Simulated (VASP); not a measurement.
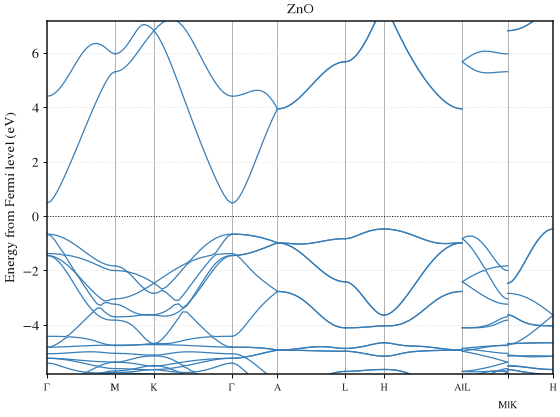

Band structure of ZnO, space group P6_3mc (No. 186), 4 atoms in the cell (a = 3.443 Å, c = 4.437 Å (hexagonal axes)). Level of theory: PBE, VASP PAW PBE potentials, release 64 (Zn, O), no spin polarisation, no spin-orbit coupling, 3×3×1 k mesh, 520 eV cutoff; code VASP 6.6.1. Energies are counted from the Fermi level, put mid-gap where there is a gap.

The bands leave a gap. The gap along this path is 0.95 eV and indirect, from the valence-band top at H to the conduction-band bottom at Γ; the smallest direct gap is 1.14 eV, at Γ. Two bands meet at the valence-band top at H: it is doubly degenerate (spin aside). The direct gaps are 4.92 eV at A, 1.14 eV at Γ and 7.14 eV at M.

The k mesh is coarse (spacing up to 1.42 Å⁻¹), so the values aren't converged. LDA, GGA and most meta-GGA functionals understate gaps. The cell was derived from a database entry in an earlier step, so it needn't be the measured one.
